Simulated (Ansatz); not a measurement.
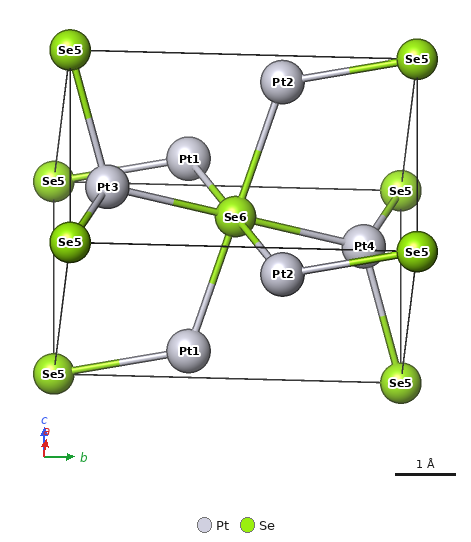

Figure 1. The input geometry of the first run (ball-and-stick view of the cell of the calculation, seen at an oblique angle; atoms are numbered from 1 in the order of the input).

**Two runs on Pt₂Se**

System: Pt₂Se (Pnnm, 6 atoms in the cell).
Method of the first run: DFT PBE, scalar-relativistic, plane waves, PAW, no spin polarisation (Ansatz 0.2.0).

The structure was made by swapping elements on the sites of another compound; it need not be a known phase. Text and figures count atoms from 1; the logs count them from 0 in places.

## The input, the first run
```yaml
crystal:
  lattice:
    - [4.8062210766, 0.0, 0.0]
    - [0.0, 5.8659557333, 0.0]
    - [0.0, 0.0, 3.6619239198]
  atoms:
    - { symbol: Pt, position: [0.2004, 0.3787, 0.0] }
    - { symbol: Pt, position: [0.7996, 0.6213, 0.0] }
    - { symbol: Pt, position: [0.7004, 0.1213, 0.5] }
    - { symbol: Pt, position: [0.2996, 0.8787, 0.5] }
    - { symbol: Se, position: [0.0, 0.0, 0.0] }
    - { symbol: Se, position: [0.5, 0.5, 0.5] }
basis:
  ecutwfc: 420
kpoints:
  mp_grid: { grid: [4, 4, 6] }
hamiltonian:
  xc: pbe
scf:
  occupations: { method: gaussian, width: 0.1 }
  lower_state_search: "off"
output:
  forces: true
  stress: true
  eigenvalues: true
```

Launched with:
```bash
ansatz run input.yaml --threads 1 --pin off --max-ram 2560MiB --backend cpu --events-out ev --progress --plain --runs-dir out
```

Hardware: 1 thread of Intel Xeon @ 2.50GHz (Skylake/Cascade Lake), 192 GiB of memory available, shared host.

## Output, shortened to warnings, some set-up lines, iterations and results (the first run)
```
Basis set: ecut = 420 eV, 1999 PW (Γ), exchange–correlation on 72×80×50 points (8 copies of the dense FFT grid, shifted against one another)
Symmetry: 8 space group operations
k-points: 36 of 96
Initial density: superposition of atomic densities (neutral atoms: chi_scale 0, normalization atom), corrected by the library's trained network
[...]
SCF iter   1: F=—  HF=-61026.264797 eV  |F-HF|=—  |Δ(HF+E_count)|=         —  Δρ=6.49e-3  dr2=9.79e-3  ethr=1.77e-3  ⟨swp⟩=5.2  Hψ=7818  notcnv=0  defer=6
SCF iter   2: F=—  HF=-61026.266818 eV  |F-HF|=—  |Δ(HF+E_count)|=   2.02e-3  Δρ=3.48e-3  dr2=3.07e-3  ethr=9.42e-6  ⟨swp⟩=2.0  Hψ=3024  notcnv=0  defer=20
SCF iter   3: F=—  HF=-61026.266665 eV  |F-HF|=—  |Δ(HF+E_count)|=   1.53e-4  Δρ=3.01e-4  dr2=6.47e-5  ethr=2.96e-6  ⟨swp⟩=2.4  Hψ=3909  notcnv=0  defer=20
SCF iter   4: F=—  HF=-61026.266650 eV  |F-HF|=—  |Δ(HF+E_count)|=   1.53e-5  Δρ=8.86e-5  dr2=7.39e-6  ethr=6.22e-8  ⟨swp⟩=2.0  Hψ=3424  notcnv=0  defer=20
SCF iter   5: F=—  HF=-61026.266650 eV  |F-HF|=—  |Δ(HF+E_count)|=   5.62e-7  Δρ=3.09e-5  dr2=1.11e-6  ethr=7.10e-9  ⟨swp⟩=2.0  Hψ=3408  notcnv=0  defer=20
SCF iter   6: F=—  HF=-61026.266650 eV  |F-HF|=—  |Δ(HF+E_count)|=   3.39e-7  Δρ=1.36e-5  dr2=2.26e-7  ethr=1.07e-9  ⟨swp⟩=2.0  Hψ=3406  notcnv=0  defer=20
SCF iter   7: F=-61026.266650 eV  HF=-61026.266650 eV  |F-HF|=4.18e-9  |Δ(HF+E_count)|=   2.57e-8  Δρ=4.52e-6  dr2=2.47e-8  ethr=9.62e-11  ⟨swp⟩=8.5  Hψ=9283  notcnv=0
SCF 1 converged in 7 iterations: F = -61026.266650 eV  dr2 = 2.47e-8
SCF converged after 7 iterations
Free energy (F): -61026.266650 eV
Harris-Foulkes:  -61026.266650 eV  (|F-HF|=4.18e-9)
Internal energy: -61026.242115 eV  (E = F + TS)
E sigma→0 (E₀):  -61026.254382 eV
Entropy (-TS):   -0.024535 eV (-4.089 meV/atom)
Fermi energy:    18.562090 eV
--- Per-component energies (eV) ---
  E_band       = -1382.742390
  E_kinetic    = 2814.182346
  E_local      = -11355.945843  (includes V_loc(G=0)·N_el)
  E_nonlocal   = -375.445652
  E_hartree    = 4843.259235
  E_xc         = -1261.173572
  E_vxc        = -1415.411783  (∫ρ·V_xc dr)
  E_paw        = -41650.807997  (= ΣΔE_a)
  E_vpaw       = -736.641823  (= ΣTr[D̂ρ^β])
  E_aug_tail   = -0.000366  (compensation charges beyond the density's cutoff)
  E_ewald      = -14040.310267
  E_smearing   = -0.024535  (= −TS)
  E_closure    = 0.000000  (closes the sum)
  Σ components = -61026.266650   (vs F -61026.266650, Δ=0.00e0)
--- Forces (eV/Å), atoms counted from 1 ---
  atom   1  Pt     1.63809816    -2.03938825     0.00000000
  atom   2  Pt    -1.63809816     2.03938825     0.00000000
  atom   3  Pt     1.63809816     2.03938825     0.00000000
  atom   4  Pt    -1.63809816    -2.03938825     0.00000000
  atom   5  Se     0.00000000     0.00000000     0.00000000
  atom   6  Se     0.00000000     0.00000000     0.00000000
  max |Σ_I F_I| component: 6.66e-16 eV/Å
--- Stress (GPa, compression-positive) ---
       29.778296       0.000000       0.000000
        0.000000      30.068007       0.000000
        0.000000       0.000000      22.594204
  P = ⅓ Tr σ = 27.4802 GPa (274.802 kbar)
```

For the second run the input was changed thus:
```diff
-    - { symbol: Pt, position: [0.2004, 0.3787, 0.0] }
-    - { symbol: Pt, position: [0.7996, 0.6213, 0.0] }
-    - { symbol: Pt, position: [0.7004, 0.1213, 0.5] }
-    - { symbol: Pt, position: [0.2996, 0.8787, 0.5] }
+    - { symbol: Pt, position: [0.2004, 0.3787, 0.0], spin: 1.0 }
+    - { symbol: Pt, position: [0.7996, 0.6213, 0.0], spin: 1.0 }
+    - { symbol: Pt, position: [0.7004, 0.1213, 0.5], spin: 1.0 }
+    - { symbol: Pt, position: [0.2996, 0.8787, 0.5], spin: 1.0 }
+  populations: true
+magnetization:
+  spin_polarized: true
```

Predict how the results change.

The energy is the same within 0.01 meV per atom. With spin allowed, the absolute moment of the cell comes to 0.00 μB. The SCF takes 14 iterations against 7. On the same kind of shared host the second run took about 4.5 times as long. The two runs start from different initial densities, which also moves the count.

## Output, shortened to warnings, some set-up lines, iterations and results (the second run)
```
WARN: the starting moments were not kept: the SCF closed with an absolute magnetisation of 1.5e-5 μB, where they sum to 4 μB in size (4 sites). That is at most 0.1 of that sum. Measured as dr2_m measures the in/out step, that magnetisation stands 1.7e-11 eV from none, at or under the dr2_threshold of 1.0e-7 eV: it is no larger than a step whose dr2_m would equal this threshold. The system may …
Basis set: ecut = 420 eV, 1999 PW (Γ), exchange–correlation on 72×80×50 points (8 copies of the dense FFT grid, shifted against one another)
Symmetry: 8 space group operations
k-points: 36 of 96
Initial density: superposition of atomic densities (chi_scale 0.1, normalization cell)
[...]
SCF iter   1: F=—  HF=-61026.390752 eV  |F-HF|=—  |Δ(HF+E_count)|=         —  Δρ=5.64e-2 (↑5.64e-2 ↓3.14e-2)  dr2=2.25e0  dr2_m=1.33e0  M=1.059 μB ∫|m|=1.066 μB  β_m=0.30  …
SCF iter   2: F=—  HF=-61026.206933 eV  |F-HF|=—  |Δ(HF+E_count)|=   1.84e-1  Δρ=3.98e-2 (↑3.98e-2 ↓2.56e-2)  dr2=8.45e-1  dr2_m=7.88e-1  M=0.800 μB ∫|m|=0.809 μB  β_m=0.30  …
SCF iter   3: F=—  HF=-61026.120811 eV  |F-HF|=—  |Δ(HF+E_count)|=   8.61e-2  Δρ=2.41e-2 (↑2.12e-2 ↓2.41e-2)  dr2=7.79e-2  dr2_m=4.60e-1  M=0.612 μB ∫|m|=0.628 μB  β_m=0.30  …
SCF iter   4: F=—  HF=-61026.178738 eV  |F-HF|=—  |Δ(HF+E_count)|=   5.79e-2  Δρ=1.67e-2 (↑1.65e-2 ↓1.67e-2)  dr2=3.07e-3  dr2_m=2.61e-1  M=0.504 μB ∫|m|=0.521 μB  β_m=0.30  …
SCF iter   5: F=—  HF=-61026.212557 eV  |F-HF|=—  |Δ(HF+E_count)|=   3.38e-2  Δρ=1.27e-2 (↑1.27e-2 ↓1.26e-2)  dr2=9.47e-4  dr2_m=1.51e-1  M=0.411 μB ∫|m|=0.427 μB  β_m=0.30  …
[... 5 lines ...]
SCF iter  11: F=—  HF=-61026.266652 eV  |F-HF|=—  |Δ(HF+E_count)|=   3.42e-5  Δρ=3.30e-5 (↑2.67e-5 ↓3.30e-5)  dr2=1.93e-6  dr2_m=5.84e-7  M=0.001 μB ∫|m|=0.002 μB  β_m=0.76  …
SCF iter  12: F=-61026.266650 eV  HF=-61026.266650 eV  |F-HF|=1.45e-7  |Δ(HF+E_count)|=   2.16e-6  Δρ=1.07e-5 (↑1.05e-5 ↓1.07e-5)  dr2=6.35e-8  dr2_m=9.72e-8  M=0.000 μB …
SCF iter  13: F=-61026.266650 eV  HF=-61026.266650 eV  |F-HF|=8.73e-11  |Δ(HF+E_count)|=   2.25e-7  Δρ=1.27e-6 (↑1.19e-6 ↓1.27e-6)  dr2=9.00e-9  dr2_m=3.82e-10  M=-0.000 μB …
SCF iter  14: F=-61026.266650 eV  HF=-61026.266650 eV  |F-HF|=5.82e-11  |Δ(HF+E_count)|=   1.57e-9  Δρ=5.13e-7 (↑4.87e-7 ↓5.13e-7)  dr2=1.64e-9  dr2_m=4.67e-11  M=-0.000 μB …
SCF 1 converged in 14 iterations: F = -61026.266650 eV  dr2 = 1.64e-9
SCF converged after 14 iterations
Magnetization: -0.0000 μB (52.0000 up, 52.0000 down)
Absolute magnetization: 0.0000 μB (∫|ρ↑−ρ↓|, with the PAW one-centre terms)
Spin contamination: 0.0000 ħ² per cell (⟨S²⟩ above its minimum at these occupations)
Per-site moments (μB) at R_I (Å): [(-1.3403232791982487e-6, 0.9879284175101143), (-1.3403232796129215e-6, 0.9879284175101143), (-1.3403232794458571e-6, 0.9879284175101141), (-1.3403232791836015e-6, 0.9879284175101141), (-7.691298267335562e-7, 0.9987675688521074), (-7.691298265487503e-7, …
Free energy (F): -61026.266650 eV
Harris-Foulkes:  -61026.266650 eV  (|F-HF|=5.82e-11)
Internal energy: -61026.242115 eV  (E = F + TS)
E sigma→0 (E₀):  -61026.254382 eV
Entropy (-TS):   -0.024535 eV (-4.089 meV/atom)
Fermi energy:    18.562090 eV
--- Per-component energies (eV) ---
  E_band       = -1382.742813
  E_kinetic    = 2814.182369
  E_local      = -11355.946184  (includes V_loc(G=0)·N_el)
  E_nonlocal   = -375.445289
  E_hartree    = 4843.259470
  E_xc         = -1261.173541
  E_vxc        = -1415.411745  (∫ρ·V_xc dr)
  E_paw        = -41650.808307  (= ΣΔE_a)
  E_vpaw       = -736.642043  (= ΣTr[D̂ρ^β])
  E_aug_tail   = -0.000366  (compensation charges beyond the density's cutoff)
  E_ewald      = -14040.310267
  E_smearing   = -0.024535  (= −TS)
  E_closure    = 0.000000  (closes the sum)
  Σ components = -61026.266650   (vs F -61026.266650, Δ=0.00e0)
--- Forces (eV/Å), atoms counted from 1 ---
  atom   1  Pt     1.63809987    -2.03938593     0.00000000
  atom   2  Pt    -1.63809987     2.03938593     0.00000000
  atom   3  Pt     1.63809987     2.03938593     0.00000000
  atom   4  Pt    -1.63809987    -2.03938593     0.00000000
  atom   5  Se     0.00000000     0.00000000     0.00000000
  atom   6  Se     0.00000000     0.00000000     0.00000000
  max |Σ_I F_I| component: 2.22e-16 eV/Å
--- Stress (GPa, compression-positive) ---
       29.778271       0.000000       0.000000
        0.000000      30.068001       0.000000
        0.000000       0.000000      22.594176
  P = ⅓ Tr σ = 27.4801 GPa (274.801 kbar)
--- Löwdin populations: 6 sites ---
  site symbol       q [e]    m [muB]
     0     Pt     17.8606    -0.0000
     1     Pt     17.8606    -0.0000
     2     Pt     17.8606    -0.0000
     3     Pt     17.8606    -0.0000
     4     Se     15.9256    -0.0000
     5     Se     15.9256    -0.0000
  spilling = 0.006791 (of n_electrons = 104.000000)
```

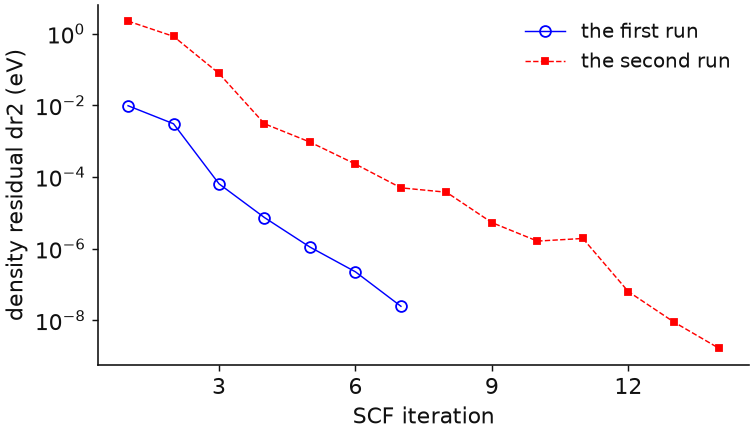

Figure 2. Convergence of the two runs: density residual dr2 against the SCF iteration. The first run takes 7 iterations in all, and the second run takes 14.

## The two runs side by side

| quantity | the first run | the second run |
| --- | --- | --- |
| outcome | converged | converged |
| free energy per atom (eV) | −10171.0444 | −10171.0444 |
| energy per atom, smearing taken to zero (eV) | −10171.0424 | −10171.0424 |
| gap on the mesh (eV) | 0.00 | 0.00 |
| pressure (GPa) | 27.48 | 27.48 |
| largest force (eV/Å) | 2.616 | 2.616 |
| SCF iterations | 7 | 14 |
| irreducible k-points | 36 | 36 |
| plane waves at Γ | 1999 | 1999 |
| net moment of the cell (μB) | – | 0.00 |
| absolute moment of the cell (μB) | – | 0.00 |
| wall time (shared host) | 14 s | 61 s |

For both runs: Spin–orbit coupling is left out, which matters for Pt. The cell is under a pressure of 27 GPa at this level, so it is not at its equilibrium volume. For the second run: Warnings: some starting moments were not kept.
